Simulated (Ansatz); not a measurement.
**Transmission past a defect: Cu wire along [110], 4 atoms a period, Al in place of one Cu**

Aim: how much does this defect scatter, and at which energies?

Program: Ansatz 0.2.0. Level of theory: DFT PBE, plane waves, PAW; relaxation of a wire's period, in the first sound run; inputs show where later runs differ. Results are calculated unless marked as measured.

## (1) Set-up

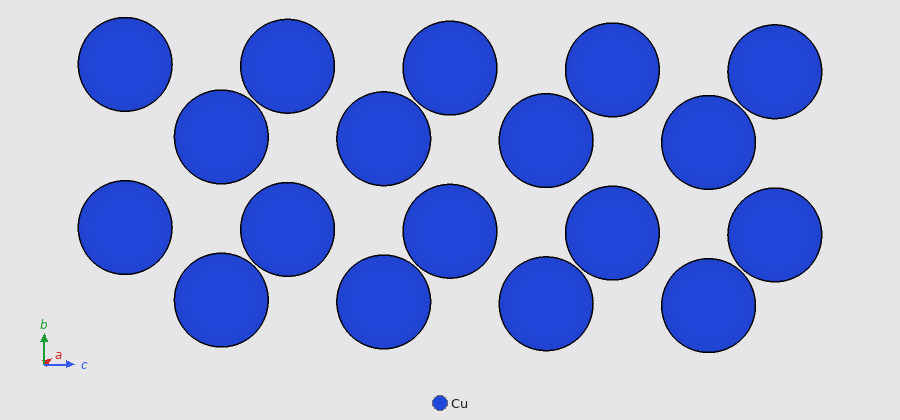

Start, viewed from the side, with the c axis across the page; copper blue. 1×1×4 cells are drawn. Some periodic images of atoms are drawn too.

The cell holds 4 atoms: 4 Cu. Its edges and angles: a = 8.615 Å, b = 10.650 Å, c = 2.567 Å, α = 90.0°, β = 90.0°, γ = 90.0°. Vacuum lies along a and b. The structure's axis is c.

## (2) Relaxation of atoms and period

Band widths follow the bond lengths, so the wire is relaxed first. The atoms and the third cell vector are free; the box across stays fixed as vacuum. A Fermi-Dirac smearing is set since the result may be a metal. The pressure printed is a third of the stress's trace over the whole box, vacuum included; only the stress along the axis is relaxed.

The input, input.yaml:

```yaml
crystal:
  lattice:
    - [8.615, 0.0, 0.0]
    - [0.0, 10.65, 0.0]
    - [0.0, 0.0, 2.5667976157]
  atoms:
    - { symbol: Cu, position: [0.394660476, 0.439755757, 0.0] }
    - { symbol: Cu, position: [0.605339524, 0.319248826, 0.5] }
    - { symbol: Cu, position: [0.605339524, 0.560262687, 0.5] }
    - { symbol: Cu, position: [0.394660476, 0.680769617, 0.0] }
kpoints:
  mp_grid: { grid: [1, 1, 32] }
scf:
  occupations: { method: fermi_dirac, width: 0.05 }
hamiltonian:
  xc: pbe
relax:
  cell: { fix: [a, b, alpha, beta, gamma] }
  max_steps: 60
```

The run is started by

```sh
> ansatz run input.yaml --threads 4 --pin off --max-ram 16384MiB --backend cpu --events-out ev --progress --plain --runs-dir out
```

Numbers of over 12 decimals in the logs are rounded to 6 here.

What it wrote:

```text
Engine: ansatz 0.2.0, aarch64-unknown-linux-gnu
Pseudopotentials: kind: paw
Pseudopotential: Cu, paw, valence charge 19, recommended cutoff 420 eV (normal), Cu.paw.azcp
Functional definition: PBE
  parameter kappa = 0.804
  parameter beta = 0.066725
  exchange = pbe_x(kappa = kappa, mu = beta*pi^2/3)
  correlation = pbe_c(beta = beta)
Crystal: 4 atoms, lattice volume = 235.503 Å³
Basis set: ecut = 420 eV, 4611 PW (Γ), exchange–correlation on 120×144×36 points (8 copies of the dense FFT grid, shifted against one another)
Bands: 46, of which v1, the nominal top of the filled ones, is band 38 counted from 1 (37 counted from 0)
Symmetry: 4 space group operations
Space group: P21/m (ITA 11), of the structure as read, at distance tolerance 6.2e-5 Å
k-points: 17 of 32
Non-local potential: Cu, projectors of the file, l = 0: 3, l = 1: 2, l = 2: 3, l = 3: 1
PAW form: soft (Blöchl's): semilocal exchange-correlation on the pseudo side does not see the compensation charge
PAW one-centre angular grid: Cu, 590 points (default); XC on 64 Gauss nodes
Initial density: superposition of atomic densities (neutral atoms: chi_scale 0, normalization atom), corrected by the library's trained network
Initial wavefunctions: pseudopotential atomic-orbital guess
Functional: x = pbe(κ = 0.804, μ = 0.219515), c = pbe(β = 0.066725)
SCF iter   1: F=—  HF=-26496.329766 eV  |F-HF|=—  |Δ(HF+E_count)|=         —  Δρ=3.25e-3  dr2=2.97e-2  ethr=1.77e-3  ⟨swp⟩=7.2  Hψ=3272  notcnv=0  defer=4
preconditioner: auto → LDOS  [metal: Δε(μ)=0.025 eV  Ē_g=5.909 eV  σ=0.050 eV  W_gap=0.13  n_scr=32 (ndim 8)  ℏωp=16.1 eV  f_vac=0.661  D(μ)=2.55/eV (n_scr^D=14)  β→1.0]
SCF iter   2: F=—  HF=-26496.333950 eV  |F-HF|=—  |Δ(HF+E_count)|=   4.18e-3  Δρ=4.69e-3  dr2=3.87e-2  ethr=3.91e-5  ⟨swp⟩=2.6  Hψ=1671  notcnv=0  defer=28
SCF iter   3: F=—  HF=-26496.329914 eV  |F-HF|=—  |Δ(HF+E_count)|=   4.04e-3  Δρ=3.38e-3  dr2=1.65e-2  ethr=3.91e-5  ⟨swp⟩=2.0  Hψ=1508  notcnv=0  defer=28
SCF iter   4: F=—  HF=-26496.326790 eV  |F-HF|=—  |Δ(HF+E_count)|=   3.12e-3  Δρ=5.23e-4  dr2=1.10e-3  ethr=2.17e-5  ⟨swp⟩=2.0  Hψ=1215  notcnv=0  defer=28
SCF iter   5: F=—  HF=-26496.326579 eV  |F-HF|=—  |Δ(HF+E_count)|=   2.10e-4  Δρ=2.16e-4  dr2=1.11e-4  ethr=1.45e-6  ⟨swp⟩=2.1  Hψ=1167  notcnv=0  defer=28
SCF iter   6: F=—  HF=-26496.326579 eV  |F-HF|=—  |Δ(HF+E_count)|=   7.20e-8  Δρ=1.98e-4  dr2=5.96e-5  ethr=1.46e-7  ⟨swp⟩=2.0  Hψ=1184  notcnv=0  defer=28
SCF iter   7: F=—  HF=-26496.326629 eV  |F-HF|=—  |Δ(HF+E_count)|=   4.93e-5  Δρ=5.40e-5  dr2=6.17e-6  ethr=7.84e-8  ⟨swp⟩=2.0  Hψ=1085  notcnv=0  defer=28
SCF iter   8: F=—  HF=-26496.326629 eV  |F-HF|=—  |Δ(HF+E_count)|=   1.27e-7  Δρ=1.68e-5  dr2=9.11e-7  ethr=8.12e-9  ⟨swp⟩=2.5  Hψ=1088  notcnv=0  defer=28
SCF iter   9: F=-26496.326629 eV  HF=-26496.326629 eV  |F-HF|=8.22e-9  |Δ(HF+E_count)|=   2.55e-8  Δρ=3.02e-6  dr2=3.92e-8  ethr=1.32e-10  ⟨swp⟩=3.1  Hψ=2813  notcnv=0
SCF 1 converged in 9 iterations: F = -26496.326629 eV  dr2 = 3.92e-8
  greatest PAW one-centre occupation: 1.000 electrons in one spin orbital (limit 2), on the Cu atom at site 3 (counted from 0), in its partial waves of l = 0
relax step   1: F+E_penalty+E_count = -26496.32662863 eV  Δ(F+E_penalty+E_count) = +0.000e0 eV  max|allowed force component| = 6.879e-1 eV/Å  Δτ_max = 0.0000 Å  P = -2.109 GPa  Ω = 235.503 Å³  fix = [a, b, alpha, beta, gamma]  reactions: a -1.158, b -1.948 GPa; gamma -0.594 GPa/rad  (9 SCF iters, dr2 threshold 1.00e-7 eV, accepted)
Crystal: 4 atoms, lattice volume = 229.683 Å³
Basis set: ecut = 420 eV, 4467 PW (Γ), exchange–correlation on 120×144×36 points (8 copies of the dense FFT grid, shifted against one another)
Initial density: handed on by an earlier stage of this run
Initial wavefunctions: those handed on with the density
iter 1 solved again at ethr=1.36e-4 eV; its pass at ethr=3.10e-3 eV (dr2=1.03e-1 eV) is discarded
SCF iter   1: F=—  HF=-26496.547647 eV  |F-HF|=—  |Δ(HF+E_count)|=         —  Δρ=8.47e-3  dr2=1.04e-1  ethr=1.36e-4  ⟨swp⟩=2.5  Hψ=3675  notcnv=0
preconditioner: auto → LDOS  [metal: Δε(μ)=0.030 eV  Ē_g=6.103 eV  σ=0.050 eV  W_gap=0.14  n_scr=36 (ndim 8)  ℏωp=16.3 eV  f_vac=0.665  D(μ)=2.44/eV (n_scr^D=14)  β→1.0]
SCF iter   2: F=—  HF=-26496.663933 eV  |F-HF|=—  |Δ(HF+E_count)|=   1.16e-1  Δρ=2.16e-2  dr2=6.11e-1  ethr=1.36e-4  ⟨swp⟩=2.9  Hψ=1596  notcnv=0  recentre
SCF iter   3: F=—  HF=-26496.529493 eV  |F-HF|=—  |Δ(HF+E_count)|=   1.34e-1  Δρ=3.61e-3  dr2=1.96e-2  ethr=1.36e-4  ⟨swp⟩=2.2  Hψ=1647  notcnv=0  defer=32
SCF iter   4: F=—  HF=-26496.525665 eV  |F-HF|=—  |Δ(HF+E_count)|=   3.83e-3  Δρ=6.29e-4  dr2=5.81e-4  ethr=2.57e-5  ⟨swp⟩=2.0  Hψ=1213  notcnv=0  defer=32
SCF iter   5: F=—  HF=-26496.525679 eV  |F-HF|=—  |Δ(HF+E_count)|=   1.40e-5  Δρ=5.55e-4  dr2=4.84e-4  ethr=7.64e-7  ⟨swp⟩=2.6  Hψ=1382  notcnv=0  defer=32
SCF iter   6: F=—  HF=-26496.525634 eV  |F-HF|=—  |Δ(HF+E_count)|=   4.56e-5  Δρ=1.64e-4  dr2=5.50e-5  ethr=6.37e-7  ⟨swp⟩=2.5  Hψ=1087  notcnv=0  defer=32
SCF iter   7: F=—  HF=-26496.525730 eV  |F-HF|=—  |Δ(HF+E_count)|=   9.61e-5  Δρ=4.96e-5  dr2=5.00e-6  ethr=7.23e-8  ⟨swp⟩=2.1  Hψ=994  notcnv=0  defer=32
SCF iter   8: F=-26496.525730 eV  HF=-26496.525730 eV  |F-HF|=8.87e-8  |Δ(HF+E_count)|=   5.56e-9  Δρ=9.32e-6  dr2=1.49e-7  ethr=5.26e-10  ⟨swp⟩=3.5  Hψ=3210  notcnv=0
SCF 2 converged in 8 iterations: F = -26496.525730 eV  dr2 = 1.49e-7
relax step   2: F+E_penalty+E_count = -26496.52572998 eV  Δ(F+E_penalty+E_count) = -1.991e-1 eV  max|allowed force component| = 3.618e-1 eV/Å  Δτ_max = 0.0770 Å  P = -1.089 GPa  Ω = 229.683 Å³  energy of the carried Pulay correction = +8.789e-4 eV  fix = [a, b, alpha, beta, gamma]  reactions: a -0.454, b -0.995 GPa; gamma -0.316 GPa/rad  (8 SCF iters, dr2 threshold 4.00e-7 eV, accepted)
Crystal: 4 atoms, lattice volume = 221.633 Å³
Basis set: ecut = 420 eV, 4291 PW (Γ), exchange–correlation on 120×144×36 points (8 copies of the dense FFT grid, shifted against one another)
iter 1 solved again at ethr=2.37e-4 eV; its pass at ethr=3.10e-3 eV (dr2=1.80e-1 eV) is discarded
SCF iter   1: F=—  HF=-26496.618563 eV  |F-HF|=—  |Δ(HF+E_count)|=         —  Δρ=1.14e-2  dr2=1.84e-1  ethr=2.37e-4  ⟨swp⟩=2.1  Hψ=4079  notcnv=0
preconditioner: auto → LDOS  [metal: Δε(μ)=0.036 eV  Ē_g=6.435 eV  σ=0.050 eV  W_gap=0.17  n_scr=36 (ndim 8)  ℏωp=16.5 eV  f_vac=0.672  D(μ)=2.25/eV (n_scr^D=10)  β→1.0]
SCF iter   2: F=—  HF=-26496.805221 eV  |F-HF|=—  |Δ(HF+E_count)|=   1.87e-1  Δρ=2.78e-2  dr2=9.83e-1  ethr=2.37e-4  ⟨swp⟩=3.6  Hψ=1972  notcnv=0  recentre
SCF iter   3: F=—  HF=-26496.585898 eV  |F-HF|=—  |Δ(HF+E_count)|=   2.19e-1  Δρ=4.43e-3  dr2=2.70e-2  ethr=2.37e-4  ⟨swp⟩=3.1  Hψ=1756  notcnv=0  defer=36
SCF iter   4: F=—  HF=-26496.580218 eV  |F-HF|=—  |Δ(HF+E_count)|=   5.68e-3  Δρ=7.13e-4  dr2=6.92e-4  ethr=3.56e-5  ⟨swp⟩=2.0  Hψ=1209  notcnv=0  defer=36
SCF iter   5: F=—  HF=-26496.580364 eV  |F-HF|=—  |Δ(HF+E_count)|=   1.46e-4  Δρ=6.70e-4  dr2=5.99e-4  ethr=9.10e-7  ⟨swp⟩=2.4  Hψ=1380  notcnv=0  defer=36
SCF iter   6: F=—  HF=-26496.580262 eV  |F-HF|=—  |Δ(HF+E_count)|=   1.02e-4  Δρ=1.27e-4  dr2=2.77e-5  ethr=7.88e-7  ⟨swp⟩=2.0  Hψ=1157  notcnv=0  defer=36
SCF iter   7: F=—  HF=-26496.580326 eV  |F-HF|=—  |Δ(HF+E_count)|=   6.34e-5  Δρ=3.99e-5  dr2=3.21e-6  ethr=3.64e-8  ⟨swp⟩=2.1  Hψ=1066  notcnv=0  defer=36
SCF iter   8: F=-26496.580327 eV  HF=-26496.580327 eV  |F-HF|=4.67e-8  |Δ(HF+E_count)|=   1.17e-6  Δρ=1.39e-5  dr2=3.85e-7  ethr=5.26e-10  ⟨swp⟩=3.6  Hψ=3280  notcnv=0
SCF 3 converged in 8 iterations: F = -26496.580327 eV  dr2 = 3.85e-7
relax step   3: F+E_penalty+E_count = -26496.58032673 eV  Δ(F+E_penalty+E_count) = -5.460e-2 eV  max|allowed force component| = 1.917e-1 eV/Å  Δτ_max = 0.0928 Å  P = +0.607 GPa  Ω = 221.633 Å³  energy of the carried Pulay correction = +2.131e-3 eV  fix = [a, b, alpha, beta, gamma]  reactions: a +0.525, b +0.587 GPa; gamma +0.128 GPa/rad  (8 SCF iters, dr2 threshold 4.00e-7 eV, accepted)
[...]
relax step   4: F+E_penalty+E_count = -26496.59014666 eV  Δ(F+E_penalty+E_count) = -9.820e-3 eV  max|allowed force component| = 1.665e-2 eV/Å  Δτ_max = 0.0282 Å  P = +0.007 GPa  Ω = 223.593 Å³  energy of the carried Pulay correction = +1.822e-3 eV  fix = [a, b, alpha, beta, gamma]  reactions: a +0.111, b +0.003 GPa; gamma -0.035 GPa/rad  (7 SCF iters, dr2 threshold 4.00e-7 eV, accepted)
[...]
relax step   5: F+E_penalty+E_count = -26496.59035063 eV  Δ(F+E_penalty+E_count) = -2.040e-4 eV  max|allowed force component| = 4.205e-3 eV/Å  Δτ_max = 0.0035 Å  P = +0.058 GPa  Ω = 223.337 Å³  energy of the carried Pulay correction = +1.863e-3 eV  fix = [a, b, alpha, beta, gamma]  reactions: a +0.145, b +0.035 GPa; gamma -0.007 GPa/rad  (6 SCF iters, dr2 threshold 2.20e-8 eV, accepted)
Initial wavefunctions: pseudopotential atomic-orbital guess (no wavefunctions were taken with the density)
iter 1 solved again at ethr=4.03e-6 eV; its pass at ethr=3.10e-3 eV (dr2=3.06e-3 eV) is discarded
SCF iter   1: F=—  HF=-26496.587589 eV  |F-HF|=—  |Δ(HF+E_count)|=         —  Δρ=1.00e-4  dr2=3.64e-6  ethr=4.03e-6  ⟨swp⟩=2.9  Hψ=5106  notcnv=0
eigensolver tolerance schedule: the retry pair's looser diagonalisation over-reported the residual by 839.80 of it (diagonalisation noise at an unbounded share of the residual, at the tolerance the schedule requests for it); recorded, not acted on — ethr = c·dr2/N_el stays at c = 1.0e-1
preconditioner: auto → LDOS  [metal: Δε(μ)=0.032 eV  Ē_g=6.452 eV  σ=0.050 eV  W_gap=0.16  n_scr=36 (ndim 8)  ℏωp=16.5 eV  f_vac=0.670  D(μ)=2.16/eV (n_scr^D=10)  β→1.0]
SCF iter   2: F=—  HF=-26496.587681 eV  |F-HF|=—  |Δ(HF+E_count)|=   9.26e-5  Δρ=2.49e-4  dr2=8.49e-5  ethr=4.80e-9  ⟨swp⟩=3.0  Hψ=1804  notcnv=0
SCF iter   3: F=—  HF=-26496.587681 eV  |F-HF|=—  |Δ(HF+E_count)|=   2.89e-7  Δρ=2.63e-4  dr2=8.66e-5  ethr=4.80e-9  ⟨swp⟩=3.0  Hψ=1862  notcnv=0
SCF iter   4: F=—  HF=-26496.587663 eV  |F-HF|=—  |Δ(HF+E_count)|=   1.76e-5  Δρ=8.09e-5  dr2=7.81e-6  ethr=4.80e-9  ⟨swp⟩=2.4  Hψ=1619  notcnv=0
SCF iter   5: F=—  HF=-26496.587662 eV  |F-HF|=—  |Δ(HF+E_count)|=   1.68e-6  Δρ=1.91e-5  dr2=5.59e-7  ethr=4.80e-9  ⟨swp⟩=2.0  Hψ=1329  notcnv=0
SCF iter   6: F=—  HF=-26496.587662 eV  |F-HF|=—  |Δ(HF+E_count)|=   5.35e-8  Δρ=2.38e-6  dr2=2.44e-8  ethr=7.36e-10  ⟨swp⟩=2.0  Hψ=1045  notcnv=0
SCF iter   7: F=—  HF=-26496.587662 eV  |F-HF|=—  |Δ(HF+E_count)|=   8.06e-9  Δρ=1.35e-6  dr2=5.02e-9  ethr=3.21e-11  ⟨swp⟩=2.1  Hψ=1162  notcnv=0
SCF iter   8: F=—  HF=-26496.587662 eV  |F-HF|=—  |Δ(HF+E_count)|=  1.13e-10  Δρ=3.41e-7  dr2=4.69e-10  ethr=6.61e-12  ⟨swp⟩=1.9  Hψ=897  notcnv=0
SCF iter   9: F=-26496.587662 eV  HF=-26496.587662 eV  |F-HF|=4.00e-11  |Δ(HF+E_count)|=  5.46e-11  Δρ=1.04e-7  dr2=2.02e-11  ethr=1.00e-12  ⟨swp⟩=3.8  Hψ=3218  notcnv=0
SCF 6 converged in 9 iterations: F = -26496.587662 eV  dr2 = 2.02e-11
relax step   6: F+E_penalty+E_count = -26496.58766171 eV  Δ(F+E_penalty+E_count) = +2.689e-3 eV  max|allowed force component| = 4.178e-3 eV/Å  Δτ_max = 0.0000 Å  P = +0.067 GPa  Ω = 223.337 Å³  fix = [a, b, alpha, beta, gamma]  reactions: a +0.150, b +0.040 GPa; gamma -0.005 GPa/rad  stress off target by 9.73e-3 GPa on what of the cell is left free  SCF on the basis re-selected at this cell (its energy is not comparable with the rows above)  (9 SCF iters)
basis re-selected at this cell: Δ(F+E_penalty+E_count) = +2.689e-3 eV, ΔP = +0.009 GPa vs the last step (what re-selecting the basis moved, of the pressure what is left beyond the Pulay correction that the steps carried, after the strain that the cell walked since its last selection, with what the two solves' SCF thresholds leave and, on support functions, any second-order correction that the steps lacked; it is no m [...]
SCF converged after 9 iterations
Free energy (F): -26496.587662 eV
Harris-Foulkes:  -26496.587662 eV  (|F-HF|=4.00e-11)
Internal energy: -26496.570397 eV  (E = F + TS)
E sigma→0 (E₀):  -26496.579029 eV
Entropy (-TS):   -0.017265 eV (-4.316 meV/atom)
Fermi energy:    0.172366 eV
--- Per-component energies (eV) ---
  E_band       = -2653.504361
  E_kinetic    = 1199.505520
  E_local      = -48865.344816  (includes V_loc(G=0)·N_el)
  E_nonlocal   = 1580.049167
  E_hartree    = 22863.577033
  E_xc         = -350.815287
  E_vxc        = -451.932123  (∫ρ·V_xc dr)
  E_paw        = -6670.686083  (= ΣΔE_a)
  E_vpaw       = -1842.937504  (= ΣTr[D̂ρ^β])
  E_aug_tail   = 0.001196  (compensation charges beyond the density's cutoff)
  E_ewald      = 3747.142873
  E_smearing   = -0.017265  (= −TS)
  E_closure    = -0.000000  (closes the sum)
  Σ components = -26496.587662   (vs F -26496.587662, Δ=0.00e0)
--- Forces (eV/Å), atoms counted from 1 ---
  atom   1  Cu    -0.00072316    -0.00417811     0.00000000
  atom   2  Cu    -0.00182174    -0.00094275     0.00000000
  atom   3  Cu     0.00072316     0.00417811     0.00000000
  atom   4  Cu     0.00182174     0.00094275     0.00000000
  max |Σ_I F_I| component: 5.42e-19 eV/Å
--- Stress (GPa, compression-positive) ---
        0.150378       0.005195       0.000000
        0.005195       0.039981       0.000000
        0.000000       0.000000       0.009727
  P = ⅓ Tr σ = 0.0667 GPa (0.667 kbar)
--- Relaxed structure (5 steps of the walk, 5 accepted, 1 SCFs on fresh bases) ---
  F+E_penalty+E_count = -26496.58766171 eV   max|allowed force component| = 4.178e-3 eV/Å   (the final SCF, on the basis selected at the relaxed cell)
  cell:  # Å, volume = 223.3367 Å³
    - [8.615, 0, 0.0]
    - [0, 10.65, 0.0]
    - [0.0, 0.0, 2.434195]
  atoms:
    - { symbol: Cu, position: [0.393194, 0.442037, 0.0] }
    - { symbol: Cu, position: [0.598664, 0.331706, 0.5] }
    - { symbol: Cu, position: [0.606806, 0.557963, 0.5] }
    - { symbol: Cu, position: [0.401336, 0.668294, 0.0] }
```

It took 16 s on 4 threads of Arm Neoverse V2, shared host; peak memory 0.62 GiB.

Step by step:

```tsv
step	energy less that of the first step (eV)	largest force component (eV/Å)	pressure (GPa)	volume (Å³)
1	0.0000	0.6879	-2.11	235.50
2	-0.1991	0.3618	-1.09	229.68
3	-0.2537	0.1917	0.61	221.63
4	-0.2635	0.0167	0.01	223.59
5	-0.2637	0.0042	0.06	223.34
6*	-0.2610	0.0042	0.07	223.34
```

Relaxation steps marked * repeat the geometry before them on a plane-wave basis chosen anew for their cell, so energy and pressure can jump there.

Forces are held to the 4 operations that the run works with; a distortion that breaks them can't arise in this run.

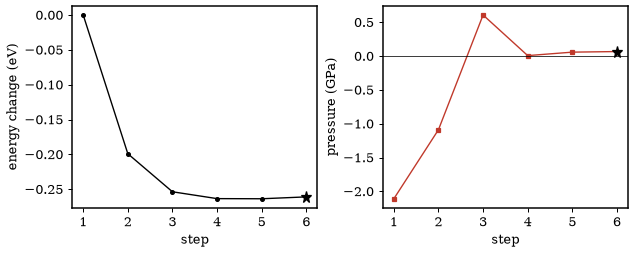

Energy and pressure along the relaxation. Stars mark steps on a basis chosen anew.

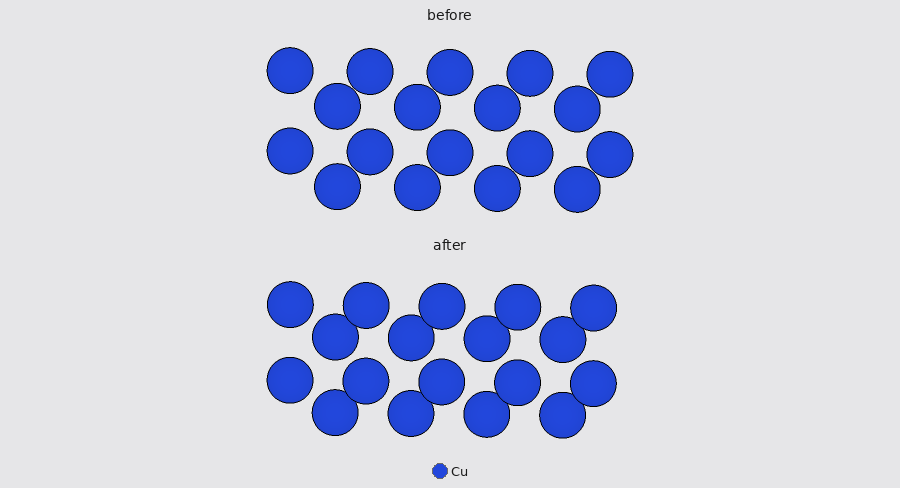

Before and after, at one scale.

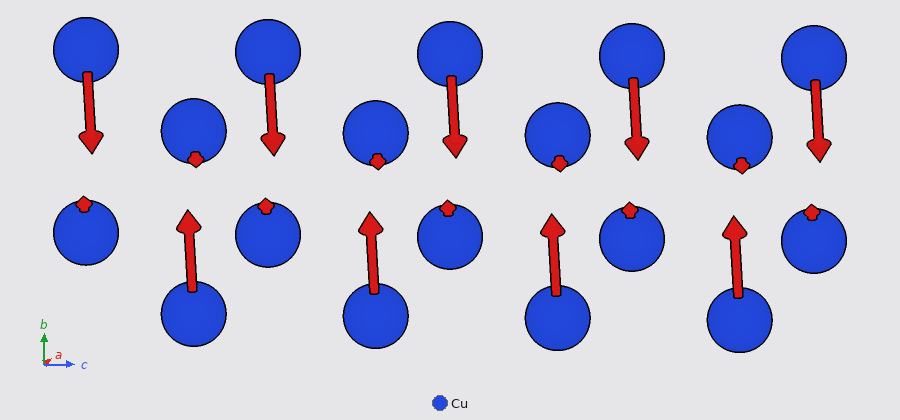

Displacements in the relaxation, exaggerated, measured against the changing cell; the longest in the cell stands for 0.14 Å. 1×1×4 cells are drawn. Some periodic images of atoms are drawn too.

```tsv
cell as run	before	after	change
c (Å)	2.567	2.434	-5.2 %
```

The atoms that moved most (Å, along periodic axes as changes of fractional coordinates times the final cell, across vacuum about the mean position):

```tsv
atom	dx	dy	dz	length
Cu2	-0.058	0.133	0.000	0.145
Cu4	0.058	-0.133	0.000	0.145
Cu3	0.013	-0.024	0.000	0.027
Cu1	-0.013	0.024	0.000	0.027
```

Final coordinates:

```cif
data_structure
_symmetry_space_group_name_H-M 'P 1'
_symmetry_Int_Tables_number 1
_cell_length_a 8.6150
_cell_length_b 10.6500
_cell_length_c 2.4342
_cell_angle_alpha 90.000
_cell_angle_beta 90.000
_cell_angle_gamma 90.000
_cell_volume 223.34
loop_
_atom_site_label
_atom_site_type_symbol
_atom_site_fract_x
_atom_site_fract_y
_atom_site_fract_z
_atom_site_occupancy
Cu1 Cu 0.39319 0.44204 0.00000 1
Cu2 Cu 0.59866 0.33171 0.50000 1
Cu3 Cu 0.60681 0.55796 0.50000 1
Cu4 Cu 0.40134 0.66829 0.00000 1
```

Numbers from this step:

```
energy at zero smearing    : -26496.5790 eV
cell length along the wire : 2.434 Å
```

The cell's length comes to 2.434 Å with spin left out.

(Continued in part 2 of 4.)

[Logs are printed without paths, hosts, clocks, repeated set-up lines and the standing remarks that a program may print on its own settings, such as how far it seeks lower states.]

[Hosts, paths, dates, database ids (printed as entryN), source tags and the programs' standing remarks are cut or masked in the printed files.]
